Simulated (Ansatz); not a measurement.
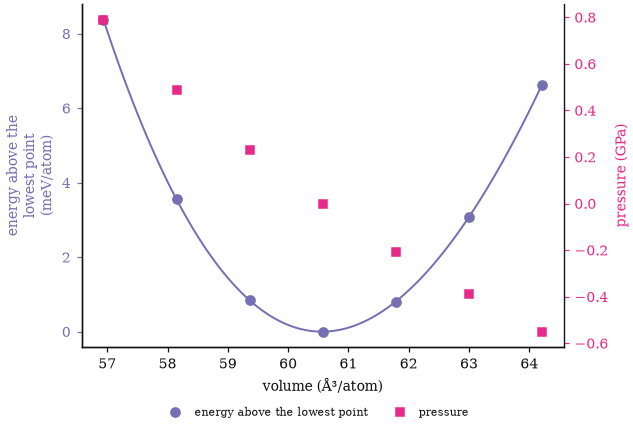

The picture above shows the energy above the lowest point and pressure against volume for I, space group Fd-3m (No. 227) (one of a set of cubic test structures, which need not be the stable phase).

Method: equation of state of a cubic crystal from periodic Kohn-Sham density functional theory without spin, third-order Birch-Murnaghan fit to the free energies; pressure corrected for the finite basis (Ansatz 0.2.0 development build). Level: PBE.

- structure type: diamond
- atoms in cell: 2
- space group number: 227
- lattice centring: face-centred primitive
- k mesh: 12×12×12
- occupation method: Fermi–Dirac
- occupation width: 0.06123 eV
- wave cutoff: 700 eV
- datasets: soft-1 PAW
- density tolerance: 1e−09 eV
- bands: 21
- density cutoff ratio: 4
- search for lower states: default

### How stiff is the solid, and where is its volume at rest?

A third-order Birch–Murnaghan fit gives V0 = 60.56 Å³/atom, B0 = 10.9 GPa and B′ = 5.2.

### What does the pressure do across the range?

It falls from 0.79 GPa at volume 56.94 Å³/atom to −0.55 GPa at 64.21 Å³/atom, and changes sign near 60.6 Å³/atom.

Note: cubic model structure, not the ambient form; no spin polarisation, a magnetic state may lie lower.
